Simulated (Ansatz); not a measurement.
System: CdSe, space group F-43m (No. 216).

Starting cell:
```cif
data_structure
_symmetry_space_group_name_H-M 'P 1'
_symmetry_Int_Tables_number 1
_cell_length_a 4.3818
_cell_length_b 4.3818
_cell_length_c 4.3818
_cell_angle_alpha 60.000
_cell_angle_beta 60.000
_cell_angle_gamma 60.000
_cell_volume 59.49
loop_
_atom_site_label
_atom_site_type_symbol
_atom_site_fract_x
_atom_site_fract_y
_atom_site_fract_z
_atom_site_occupancy
Cd1 Cd 0.00000 0.00000 0.00000 1
Se1 Se 0.75000 0.75000 0.75000 1
```

Calculation (Ansatz 0.2.0): third-order Birch-Murnaghan fit to density functional energies at scaled volumes of the given relaxed cell, shape and atoms relaxed at each volume; energies count from the fitted minimum; plane waves with PAW datasets, Γ-centred k mesh. Level: PBE, no spin polarisation.

- wave cutoff: 420 eV
- k mesh: 10×10×10
- occupations: Gaussian
- smearing width: 0.02 eV

What does the calculation give for the energy above the minimum, pressure and gap on the k mesh against volume? The volume takes the values 27.961, 28.853, 29.745, 30.638, 31.530 Å³/atom.

A third-order Birch–Murnaghan fit gives V0 = 29.73 Å³/atom, B0 = 44.8 GPa and B′ = 4.7. The energy above the minimum is 16.6 meV/atom at volume 27.961 Å³/atom and 13.6 meV/atom at 31.530 Å³/atom; the lowest computed point is at volume 29.745 Å³/atom (0.0 meV/atom), and no other minimum shows among the points. The pressure falls from 3.18 GPa at volume 27.961 Å³/atom to −2.29 GPa at 31.530 Å³/atom, and changes sign near 29.73 Å³/atom. The gap on the k mesh stays open and runs from 0.621 eV at volume 27.961 Å³/atom to 0.374 eV at 31.530 Å³/atom.

```tsv
volume (Å³/atom)	energy above the minimum (meV/atom)	pressure (GPa)	gap on the k mesh (eV)
27.961	16.6	3.18	0.621
28.853	3.8	1.44	0.557
29.745	0.0	-0.02	0.494
30.638	3.6	-1.25	0.433
31.530	13.6	-2.29	0.374
```

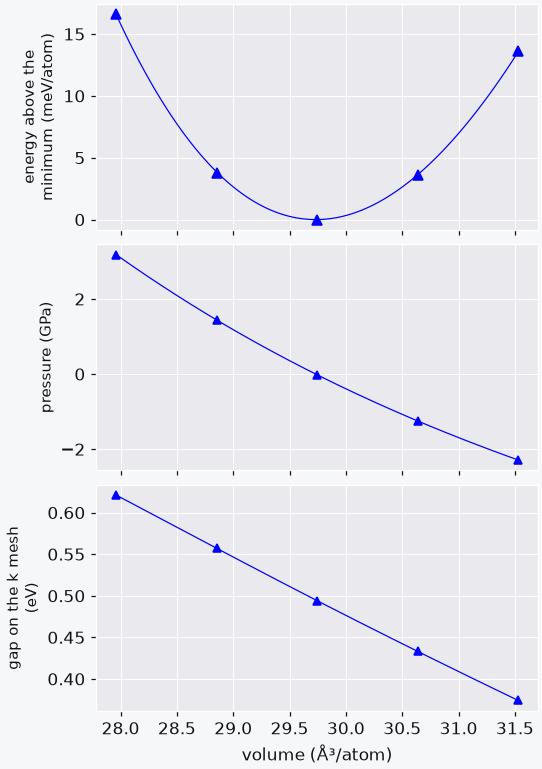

Note: a crossing between the sampled k points may be missed.
